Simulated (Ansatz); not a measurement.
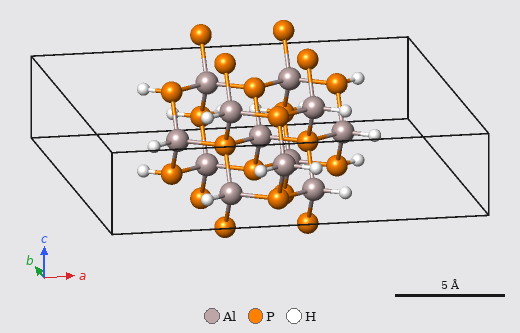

A wire of composition Al₂P₂H₃, before the relaxation. Style: ball-and-stick. Shown: the cell of the calculation, with the vacuum cut short (origin shifted), slightly off an axis.

Case: wire along [1 1 0], 16 atoms a period, capped with H.

The calculation used DFT PBE, scalar-relativistic, plane waves, PAW in Ansatz.

Input file:
```yaml
crystal:
  lattice:
    - [19.4, 0.0, 0.0]
    - [0.0, 20.7, 0.0]
    - [0.0, 0.0, 3.8938964419]
  atoms:
    - { symbol: Al, position: [0.5, 0.5357638487, 0.0] }
    - { symbol: Al, position: [0.5, 0.2697348073, 0.0] }
    - { symbol: P, position: [0.5, 0.6022711091, 0.5] }
    - { symbol: P, position: [0.5, 0.3362420676, 0.5] }
    - { symbol: Al, position: [0.3996418443, 0.6687783695, 0.5] }
    - { symbol: Al, position: [0.3996418443, 0.402749328, 0.5] }
    - { symbol: P, position: [0.6003581557, 0.7352856299, 0.0] }
    - { symbol: P, position: [0.6003581557, 0.4692565884, 0.0] }
    - { symbol: Al, position: [0.6003581557, 0.6687783695, 0.5] }
    - { symbol: Al, position: [0.6003581557, 0.402749328, 0.5] }
    - { symbol: P, position: [0.3996418443, 0.7352856299, 0.0] }
    - { symbol: P, position: [0.3996418443, 0.4692565884, 0.0] }
    - { symbol: Al, position: [0.2992836886, 0.5357638487, 0.0] }
    - { symbol: Al, position: [0.7007163114, 0.5357638487, 0.0] }
    - { symbol: P, position: [0.2992836886, 0.6022711091, 0.5] }
    - { symbol: P, position: [0.7007163114, 0.6022711091, 0.5] }
    - { symbol: H, position: [0.5673399242, 0.2251086995, 0.0] }
    - { symbol: H, position: [0.4326600758, 0.2251086995, 0.0] }
    - { symbol: H, position: [0.3323019201, 0.3581232202, 0.5] }
    - { symbol: H, position: [0.540593973, 0.7748913005, 0.0] }
    - { symbol: H, position: [0.6601223384, 0.7748913005, 0.0] }
    - { symbol: H, position: [0.6676980799, 0.3581232202, 0.5] }
    - { symbol: H, position: [0.459406027, 0.7748913005, 0.0] }
    - { symbol: H, position: [0.3398776616, 0.7748913005, 0.0] }
    - { symbol: H, position: [0.2319437644, 0.491137741, 0.0] }
    - { symbol: H, position: [0.7680562356, 0.491137741, 0.0] }
    - { symbol: H, position: [0.2395195058, 0.6418767798, 0.5] }
    - { symbol: H, position: [0.7604804942, 0.6418767798, 0.5] }
basis:
  ecutwfc: 420
kpoints:
  mp_grid: { grid: [1, 1, 9] }
hamiltonian:
  xc: pbe
scf:
  occupations: { method: gaussian, width: 0.05 }
output:
  forces: true
  stress: true
  eigenvalues: true
  populations: true
  write_density: true
  write_potential: true
  elf: true
  volumetric_format: npy
relax:
  adjacent_minimum: "off"
  f_tol: 0.02
  max_steps: 45
  cell: { fix: [a, b, alpha, beta, gamma], stress_tol: 0.03 }
```

Launched with:
```bash
ansatz run input.yaml --threads 4 --pin off --max-ram 11264MiB --backend cpu --events-out ev --progress --plain --runs-dir out
```

> Where does the relaxation end?

After 7 accepted moves (8 points after the start) the energy has fallen by 0.820 eV per cell of the calculation. The largest force component goes from 1.3 to 0.0032 eV/Å. The SCF was repeated once at an unchanged geometry on a basis and grid sized afresh for the cell, which shifted the energy by 4.4 meV per cell of the calculation at most. The largest moves relative to the centre of the atoms, 0.49 Å, are those of H20 and H23. By element the largest moves are H 0.49 Å, P 0.22 Å, Al 0.16 Å. Along the periodic axis the drawn cell goes c 3.894 → 3.966 Å (+1.9 %). Near-neighbour distances that change, for instance: Al1–P3 2.385 → 2.474 Å, Al6–P12 2.385 → 2.460 Å, Al13–P15 2.385 → 2.445 Å, Al1–P12 2.385 → 2.328 Å. Among the angles between lasting bonds that change: P8–Al14–H26 109.5° → 122.6°, P4–Al10–H22 109.5° → 121.0°, H17–Al2–H18 109.5° → 120.7°. Cost: 3.6 min on 4 threads of Intel(R) Xeon(R) Platinum 8259CL CPU @ 2.50GHz (Skylake/Cascade Lake) (shared host), peak memory 2.5 GiB.

Step by step:

| step | E − E(0), meV/atom | largest force component, eV/Å | note |
| --- | --- | --- | --- |
| 0 | 0.00 | 1.2574 |  |
| 1 | -24.42 | 0.4841 |  |
| 2 | -28.13 | 0.1359 |  |
| 3 | -28.74 | 0.0395 |  |
| 4 | -29.02 | 0.0502 |  |
| 5 | -29.10 | 0.0452 |  |
| 6 | -29.11 | 0.0362 |  |
| 7 | -29.12 | 0.0031 |  |
| 8 | -29.28 | 0.0032 | same geometry, new basis |

After the run, drawn alike:

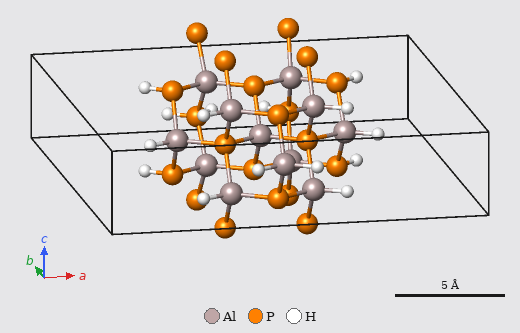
